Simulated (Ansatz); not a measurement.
CoO: band-structure calculation

CoO (P6₃mc, 4 atoms in the cell), computed with DFT PBE+U, scalar-relativistic, plane waves, PAW, Ueff = 3.32 eV on Co d, spin-polarised (Ansatz 0.2.0).

The structure derives from a Materials Project entry. Figures and captions count atoms from 1; the log counts them from 0 in places.

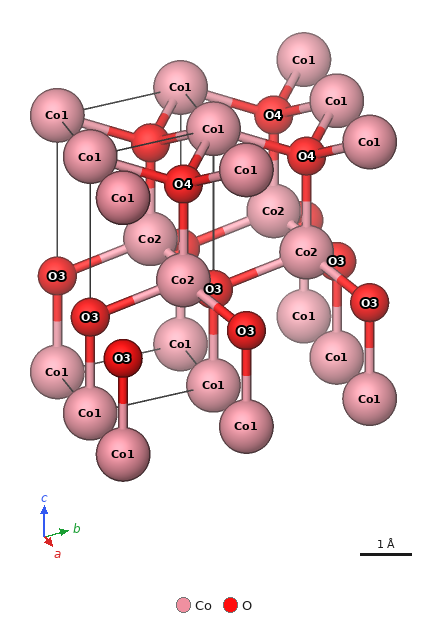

*The structure (ball-and-stick view of the cell of the calculation, repeated 2 × 2 × 1, seen slightly off an axis; atoms are numbered from 1 in the order of the input).*

Near neighbours in the crystal (not all of them lie inside the picture): Co has 4 O at 1.98 to 2.01 Å; O has 4 Co at 1.98 to 2.01 Å.

Input:
```yaml
crystal:
  lattice:
    - [3.2854155108, 0.0, 0.0]
    - [-1.6427077554, 2.8452532943, 0.0]
    - [0.0, 0.0, 5.295204344]
  atoms:
    - { symbol: Co, position: [0.0, 0.0, 0.0005751789], spin: -2.67 }
    - { symbol: Co, position: [0.3333333333, 0.6666666667, 0.5005751581], spin: 2.67 }
    - { symbol: O, position: [0.0, 0.0, 0.3744253323] }
    - { symbol: O, position: [0.3333333333, 0.6666666667, 0.8744253307] }
basis:
  ecutwfc: 420
kpoints:
  mp_grid: { grid: [12, 12, 6] }
  band_path:
    path:
      - [[0.0, 0.0, 0.0], [0.5, 0.0, 0.0], [0.33333333, 0.33333333, 0.0], [0.0, 0.0, 0.0], [0.0, 0.0, 0.5], [0.5, 0.0, 0.5], [0.33333333, 0.33333333, 0.5], [0.0, 0.0, 0.5]]
      - [[0.5, 0.0, 0.5], [0.5, 0.0, 0.0]]
      - [[0.33333333, 0.33333333, 0.5], [0.33333333, 0.33333333, 0.0]]
    npoints: 14
hamiltonian:
  xc: pbe
  hubbard: { sites: [{ species: Co, l: d, u_eff: 3.32 }] }
scf:
  occupations: { method: gaussian, width: 0.02 }
  n_extra_bands: 10
output:
  forces: true
  stress: true
  eigenvalues: true
  populations: true
  dos: { projected: true, de: 0.02, nscf_kmesh: { grid: [18, 18, 9] } }
  bader: true
  write_density: true
  write_potential: true
  elf: true
  volumetric_format: npy
magnetization:
  spin_polarized: true
checkpoint:
  read: start.run
  write: ck
  compress: false
  write_wavefunctions: false
  write_every: 100000
```

Machine: 1 thread of AMD EPYC (Zen 5), 64 GiB of memory available, shared host.

Run as:
```bash
ansatz run input.yaml --threads 1 --pin off --max-ram 2560MiB --backend cpu --events-out ev --progress --plain --runs-dir out
```

Log:
```
Co: projections on atomic orbitals take those of the free atom [Ne] 3s2 3p6 3d7 4s2, of charge +0.00 (hamiltonian.pseudopotentials.projection_atoms); the dataset's partial waves leave at most 1.4e-6 of an orbital's norm unspanned inside its sphere
O: projections on atomic orbitals take those of the free atom [He] 2s2 2p4, of charge +0.00 (hamiltonian.pseudopotentials.projection_atoms); the dataset's partial waves leave at most 1.9e-8 of an orbital's norm unspanned inside its sphere
scf.n_extra_bands = 10 over 23 filled bands (N_el = 46.0): the run solves 33 bands
Engine: ansatz 0.2.0, x86_64-unknown-linux-gnu
Pseudopotentials: kind: paw
Pseudopotential: Co, paw, valence charge 17, recommended cutoff 420 eV (normal), Co.paw.azcp
Pseudopotential: O, paw, valence charge 6, recommended cutoff 420 eV (normal), O.paw.azcp
Functional definition: PBE
  parameter kappa = 0.804
  parameter beta = 0.06672455060314922
  exchange = pbe_x(kappa = kappa, mu = beta*pi^2/3)
  correlation = pbe_c(beta = beta)
Crystal: 4 atoms, lattice volume = 49.499 Å³
Basis set: ecut = 420 eV, 989 PW (Γ), exchange–correlation on 48×48×72 points (8 copies of the dense FFT grid, shifted against one another)
Bands: 33, of which v1, the nominal top of the filled ones, is band 23 counted from 1 (22 counted from 0)
Symmetry: 6 space group operations
Space group: P3m1 (ITA 156), of the structure as read, at distance tolerance 3.7e-5 Å
Magnetic group: BNS 186.206 (UNI 1436), of the structure as read, at distance tolerance 3.7e-5 Å
k-points: 100 of 864 (time reversal used)
Non-local potential: Co, projectors of the file, l = 0: 3, l = 1: 2, l = 2: 3, l = 3: 1
Non-local potential: O, projectors of the file, l = 0: 2, l = 1: 2, l = 2: 1
PAW form: soft (Blöchl's): semilocal exchange-correlation on the pseudo side does not see the compensation charge
PAW one-centre angular grid: Co, 590 points (default); XC on 64 Gauss nodes
PAW one-centre angular grid: O, 110 points (default); XC on 64 Gauss nodes
Initial density: read from a saved state, or passed on in memory by an earlier SCF of this step, an earlier step, the calling program or the single point that the run made first
Stability of the state it starts from, as read at its close in the collinear treatment: not read negative (Ritz values of 1 − χ₀K, real part plus size of imaginary part, from 0.48 to 1.4, by its mixing steps under the symmetry group of the SCF that read it); its run was given moments
Starting moments: Σ|m| = 5.34 μB on 2 of 4 sites; this step starts from the density that it was given
Initial wavefunctions: pseudopotential atomic-orbital guess
Functional: x = pbe(κ = 0.804, μ = 0.2195149727645171), c = pbe(β = 0.06672455060314922)
iter 1 solved again at ethr=1.03e-7 eV; its pass at ethr=3.10e-3 eV (dr2=4.72e-5 eV) is discarded
SCF iter   1: F=—  HF=-11383.210632 eV  |F-HF|=—  |Δ(HF+E_count)|=         —  Δρ=4.99e-7 (↑4.99e-7 ↓4.94e-7)  dr2=2.03e-10  dr2_m=2.21e-11  M=0.000 μB ∫|m|=5.651 μB  β_m=0.30  ethr=1.03e-7  ⟨swp⟩=3.1  Hψ=43585  notcnv=0
eigensolver tolerance schedule: the retry pair's looser diagonalisation over-reported the residual by 232256.98 of it (diagonalisation noise at an unbounded share of the residual, at the tolerance the schedule requests for it); recorded, not acted on — ethr = c·dr2/N_el stays at c = 1.0e-1
preconditioner: auto → Resta (q_TF=auto, 2.695 Å⁻¹)  ε∞=5.9  [insulator: Δε(μ)=1.120 eV  Ē_g=13.008 eV  σ=0.020 eV  W_gap=1.00  n_scr=22 (ndim 8)  ℏωp=28.9 eV  f_vac=0.076  D(μ)=0.00/eV (n_scr^D=0)  ε∞_Penn≈5.9]
spin=Collinear: Resta preconditioning applied to the charge; magnetization (m = ρ↑ − ρ↓) channel mixes plain (no charge-response kernel on spin).
SCF iter   2: F=-11383.210632 eV  HF=-11383.210632 eV  |F-HF|=3.64e-11  |Δ(HF+E_count)|=   7.95e-8  Δρ=2.71e-7 (↑2.71e-7 ↓2.65e-7)  dr2=5.11e-11  dr2_m=3.08e-12  M=0.000 μB ∫|m|=5.651 μB  ethr=1.00e-12  ⟨swp⟩=9.0  Hψ=39463  notcnv=0
SCF 1 converged in 2 iterations: F = -11383.210632 eV  dr2 = 5.11e-11
  greatest PAW one-centre occupation: 1.003 electrons in one spin orbital (limit 2), on the Co atom at site 0 (counted from 0), in its partial waves of l = 1
Symmetry: 3 space group operations
k-points: 152 of 864 (time reversal used)
Initial wavefunctions: those read from a saved state, or passed on in memory by an earlier step or the calling program
iter 1 solved again at ethr=1.00e-12 eV; its pass at ethr=2.17e-6 eV (dr2=5.11e-11 eV) is discarded
SCF iter   1: F=—  HF=-11383.210632 eV  |F-HF|=—  |Δ(HF+E_count)|=         —  Δρ=2.71e-7 (↑2.71e-7 ↓2.65e-7)  dr2=5.11e-11  dr2_m=3.08e-12  M=0.000 μB ∫|m|=5.651 μB  ethr=1.00e-12  ⟨swp⟩=1.0  Hψ=44697  notcnv=0
spin=Collinear: Resta preconditioning applied to the charge; magnetization (m = ρ↑ − ρ↓) channel mixes plain (no charge-response kernel on spin).
SCF iter   2: F=—  HF=-11383.202148 eV  |F-HF|=—  |Δ(HF+E_count)|=   8.48e-3  Δρ=1.03e-3 (↑1.03e-3 ↓1.03e-3)  dr2=9.42e-4  dr2_m=9.77e-5  M=0.000 μB ∫|m|=5.649 μB  ethr=2.17e-6  ⟨swp⟩=1.0  Hψ=39678  notcnv=0
SCF iter   3: F=—  HF=-11383.210669 eV  |F-HF|=—  |Δ(HF+E_count)|=   8.52e-3  Δρ=4.85e-4 (↑4.85e-4 ↓4.85e-4)  dr2=2.60e-4  dr2_m=5.63e-6  M=0.000 μB ∫|m|=5.650 μB  ethr=2.17e-6  ⟨swp⟩=1.0  Hψ=26518  notcnv=0
SCF iter   4: F=—  HF=-11383.210629 eV  |F-HF|=—  |Δ(HF+E_count)|=   4.03e-5  Δρ=2.93e-5 (↑2.93e-5 ↓2.93e-5)  dr2=7.36e-7  dr2_m=6.34e-8  M=0.000 μB ∫|m|=5.651 μB  ethr=7.48e-7  ⟨swp⟩=1.0  Hψ=22136  notcnv=0
an SCF along what the orbitals of the run's state read of its open shells (or to have them read: on a GPU, or by another smearing), with 3 of the crystal's symmetry operations given up (152 k-points in place of 100), reached no lower state that the run goes on to. This is no proof of a minimum
NSCF: frozen V_eff on 129 k-points
NSCF: frozen V_eff on 293 k-points
SCF converged after 2 iterations
Magnetization: 0.0000 μB (23.0000 up, 23.0000 down)
Absolute magnetization: 5.6469 μB (∫|ρ↑−ρ↓|, with the PAW one-centre terms)
Spin contamination: 2.9429 ħ² per cell (⟨S²⟩ above its minimum at these occupations)
Per-site moments (μB) at R_I (Å): [(-2.4274638452459207, 0.8165903444691079), (2.427463906083089, 0.8165903864071261), (0.09275103973922588, 0.8165903444691079), (-0.09275104439409093, 0.8165903864071261)]
Free energy (F): -11383.210632 eV
Harris-Foulkes:  -11383.210632 eV  (|F-HF|=3.64e-11)
Internal energy: -11383.210632 eV  (E = F + TS)
E sigma→0 (E₀):  -11383.210632 eV
Fermi energy:    9.671760 eV
--- Per-component energies (eV) ---
  E_band       = -805.709998
  E_kinetic    = 1233.295788
  E_local      = -7984.601803  (includes V_loc(G=0)·N_el)
  E_nonlocal   = 1026.774259
  E_hartree    = 3291.648720
  E_xc         = -456.416298
  E_vxc        = -586.237811  (∫ρ·V_xc dr)
  E_hubbard    = 1.183588  (on-site DFT+U / exact-exchange correction)
  E_vhub       = -21.878885  (the Hubbard potential's part of the band-sum identity)
  E_paw        = -3353.471215  (= ΣΔE_a)
  E_vpaw       = -1056.363370  (= ΣTr[D̂ρ^β])
  E_aug_tail   = 0.005113  (compensation charges beyond the density's cutoff)
  E_ewald      = -5141.628783
  E_smearing   = -0.000000  (= −TS)
  E_closure    = 0.000000  (closes the sum)
  Σ components = -11383.210632   (vs F -11383.210632, Δ=0.00e0)
--- Forces (eV/Å), atoms counted from 1 ---
  atom   1  Co    -0.00000000    -0.00000000    -0.00164621
  atom   2  Co     0.00000000     0.00000000    -0.00164439
  atom   3  O     -0.00000000     0.00000000     0.00164370
  atom   4  O      0.00000000     0.00000000     0.00164340
  max |Σ_I F_I| component: 3.50e-6 eV/Å
--- Stress (GPa, compression-positive) ---
        0.011773       0.000000       0.000000
        0.000000       0.011773      -0.000000
        0.000000      -0.000000       0.034781
  P = ⅓ Tr σ = 0.0194 GPa (0.194 kbar)
--- Band table (eV; the first three rows and the last of 200) ---
  k-point 0 ↑: bands = ["-86.9192", "-83.7829", "-50.2439", "-50.1722", "-50.1722", "-47.1517", "-47.1125", "-47.1125", "-9.0693", "-8.4611", "3.4400", "3.4400", "3.5514", "4.1552", "5.4731", "5.4731", "6.3332", "6.3332", "7.6546", "7.6546", "7.8468", "9.0214", "9.0214", "10.2314", "12.5821", "13.1455", "13.1455", "15.2929", "17.3076", "22.9812", "22.9812", "23.8547", "24.2691"]
  k-point 1 ↑: bands = ["-86.9192", "-83.7829", "-50.2439", "-50.1722", "-50.1722", "-47.1517", "-47.1125", "-47.1125", "-9.0327", "-8.4985", "3.3871", "3.4357", "3.4357", "4.3019", "5.4490", "5.4490", "6.3832", "6.3832", "7.6264", "7.6264", "7.7442", "9.0440", "9.0440", "10.5858", "12.5956", "13.1293", "13.1293", "14.8285", "17.7681", "22.9564", "22.9564", "22.9616", "24.0707"]
  k-point 2 ↑: bands = ["-86.9193", "-83.7829", "-50.2439", "-50.1722", "-50.1722", "-47.1517", "-47.1125", "-47.1125", "-8.9367", "-8.5959", "3.1738", "3.4271", "3.4271", "4.4659", "5.4055", "5.4055", "6.4836", "6.4836", "7.5646", "7.5646", "7.6167", "9.0891", "9.0891", "11.3763", "12.6134", "13.0962", "13.0962", "13.9610", "18.7099", "21.4050", "22.9337", "22.9337", "23.7037"]
  k-point 99 ↓: bands = ["-86.9186", "-83.7821", "-50.2428", "-50.1802", "-50.1788", "-47.1503", "-47.1220", "-47.1200", "-8.4886", "-8.2393", "3.6872", "3.7021", "3.9322", "4.5463", "4.5520", "5.1422", "5.2740", "6.4388", "7.2520", "7.3601", "7.4336", "8.1943", "8.3517", "11.1907", "12.2254", "12.2993", "16.9098", "17.7421", "17.8832", "18.0134", "18.4572", "19.3026", "24.6283"]
Occupation matrices written to [file]
--- Löwdin populations: 4 sites ---
  site symbol       q [e]    m [muB]
     0     Co     15.8202    -2.6299
     1     Co     15.8202     2.6299
     2      O      7.0416     0.1421
     3      O      7.0416    -0.1421
  spilling = 0.006008 (of n_electrons = 46.000000)
--- Bader charges: 4 sites ---
  site symbol  charge [e]  shift [e]    m [muB]
     0     Co      1.2395     0.0004    -2.6712
     1     Co      1.2395     0.0004     2.6712
     2      O     -1.2395     0.0004     0.1223
     3      O     -1.2395     0.0004    -0.1223
  estimated error of the sums over rays = 3.0e-4 e
```

File bader_charges.tsv:
```
# site	symbol	x_ang	y_ang	z_ang	partial_charge_e	electrons	volume_ang3	relative_density_drop	shared_charge_e	partial_wave_shift_e	spin_moment_mub
# quadrature_error_electrons = 3.0e-4
0	Co	0.0000	0.0000	0.0030	1.23950	25.76050	11.63	-	1.23950	0.00044	-2.67122
1	Co	0.0000	1.8968	2.6506	1.23949	25.76051	11.63	-	1.23949	0.00044	2.67122
2	O	0.0000	0.0000	1.9827	-1.23950	9.23950	13.12	-	-1.23950	0.00044	0.12232
3	O	0.0000	1.8968	4.6303	-1.23949	9.23949	13.12	-	-1.23949	0.00044	-0.12232
```

File populations.tsv:
```
# site	symbol	l	j	q_up	q_dn
# orbitals = lowdin
# n_electrons = 46.000000
# spilling = 0.006008
# projection_atom_Co: [Ne] 3s2 3p6 3d7 4s2
# projection_atom_O: [He] 2s2 2p4
0	Co	0_3S	-	0.997198	0.996925
0	Co	0_4S	-	0.240429	0.258536
0	Co	1_3P	-	2.998531	2.999120
0	Co	2_3D	-	2.359010	4.970473
1	Co	0_3S	-	0.996925	0.997198
1	Co	0_4S	-	0.258536	0.240429
1	Co	1_3P	-	2.999120	2.998531
1	Co	2_3D	-	4.970473	2.359010
2	O	0_2S	-	0.923816	0.907339
2	O	1_2P	-	2.668019	2.542413
3	O	0_2S	-	0.907339	0.923816
3	O	1_2P	-	2.542413	2.668019
```

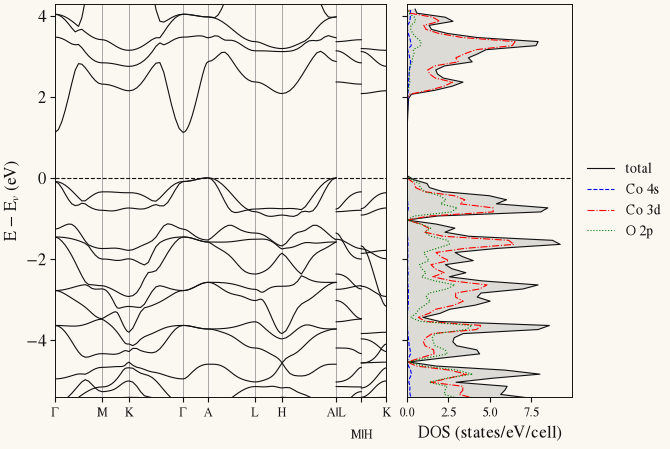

*Band structure along Γ–M–K–Γ–A–L–H–A|L–M|H–K and density of states (projected on Löwdin-orthogonalised atomic shells), with energies from the valence-band top.*

There is a gap of 1.12 eV on this path, indirect, from A to Γ.

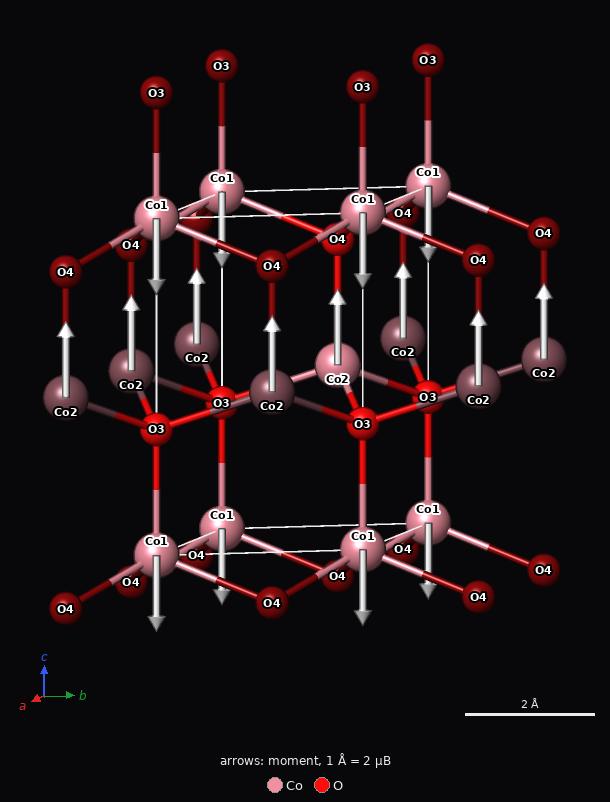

*Magnetic moments of the sites as white arrows (ball-and-stick view of the cell of the calculation, seen slightly off an axis; neighbours outside the cell are drawn fainter; atoms are numbered from 1 in the order of the input); small moments hardly show. The run is collinear, so the axis drawn is arbitrary.*

Site moments: Co2 (2.43 μB); Co1 (−2.43 μB); O4 (−0.09 μB); O3 (0.09 μB). They are counted near the atoms and needn't add up to the moment of the cell.

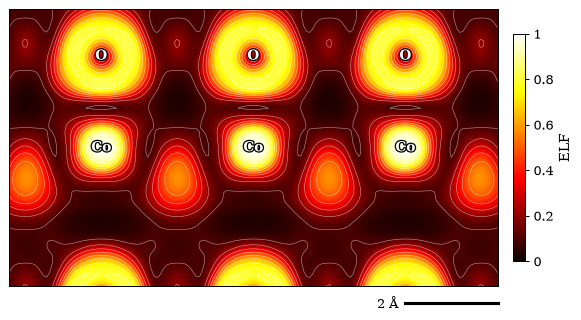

*Electron localisation function on the (100) plane of the conventional cell of the magnetic structure.*

Co–O (1.98 Å): the ELF is about 0.20 at the midpoint. The strong features right at Co lie inside the PAW spheres (semicore, d or f shells) and say nothing about bonding. In a PAW calculation such maps are meaningful between the atoms, not at the nuclei.

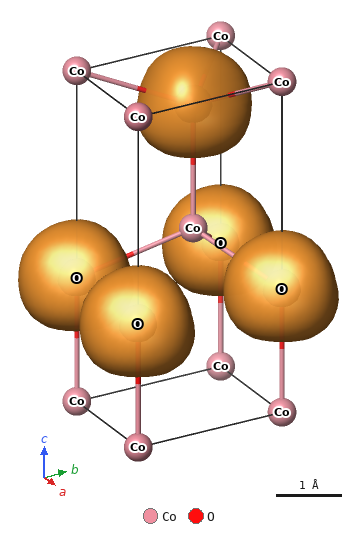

*Isosurface of the ELF at 0.6 (orange), seen slightly off an axis. Only the valence region is drawn (cores and ρ < 0.01 e/Å³ removed). Sticks mark near contacts. The outline is the cell set on symmetry axes of the magnetic structure.*

Along the contacts the grid gives the following. Co–O (1.98 Å): the ELF is about 0.20 at the midpoint.

Summary:

- outcome: converged
- space group (tolerance 0.01 Å): P6₃mc (186)
- electrons treated: 46
- free energy: −11383.2106 eV
- Fermi energy: 9.672 eV
- gap on the k-point mesh: 1.12 eV
- gap on the band path: 1.12 eV
- net moment of the cell: 0.00 μB
- integrated absolute moment: 5.65 μB
- pressure: 0.02 GPa
- largest force (length of the vector): 0.002 eV/Å
- wall time: 74 s
- peak memory: 1.5 GiB

Remarks:

The electronic state found may not be the lowest one. Gaps of Fe, Co and Ni magnets come out somewhat low on these PAW datasets.
